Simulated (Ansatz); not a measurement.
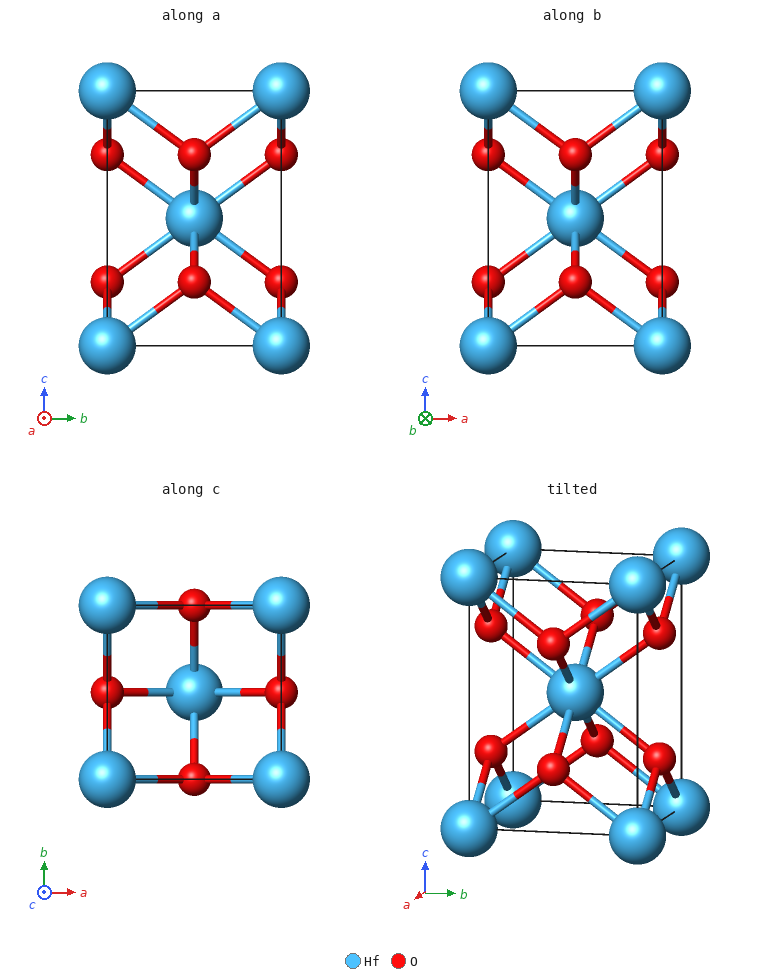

The image is a ball-and-stick drawing of a crystal, viewed along the a axis, along the b axis, along the c axis and slightly off an axis. The parallelepiped is the conventional unit cell.

Lattice parameters: a = 3.4874 Å, b = 3.4874 Å, c = 5.1079 Å, α = 90.000°, β = 90.000°, γ = 90.000°.

Convert the drawing into a CIF with its space group and independent sites.

```cif
data_structure
_symmetry_space_group_name_H-M 'I 4/m m m'
_symmetry_Int_Tables_number 139
_cell_length_a 3.4874
_cell_length_b 3.4874
_cell_length_c 5.1079
_cell_angle_alpha 90.000
_cell_angle_beta 90.000
_cell_angle_gamma 90.000
_cell_volume 62.12
loop_
_atom_site_label
_atom_site_type_symbol
_atom_site_symmetry_multiplicity
_atom_site_Wyckoff_symbol
_atom_site_fract_x
_atom_site_fract_y
_atom_site_fract_z
_atom_site_occupancy
Hf1 Hf 2 a 0.0000 0.0000 0.0000 1
O1 O 4 d 0.0000 0.5000 0.2500 1
```

Its origin is a structure type filled with these elements by a generator (whether the compound takes this form wasn't checked). The cell was then strained or its atoms displaced on purpose. It went into a calculation with Ansatz.

At this level of theory the cell isn't at rest (compressed, at 12 GPa), so its distances can differ from those at equilibrium, the more so the softer the solid.
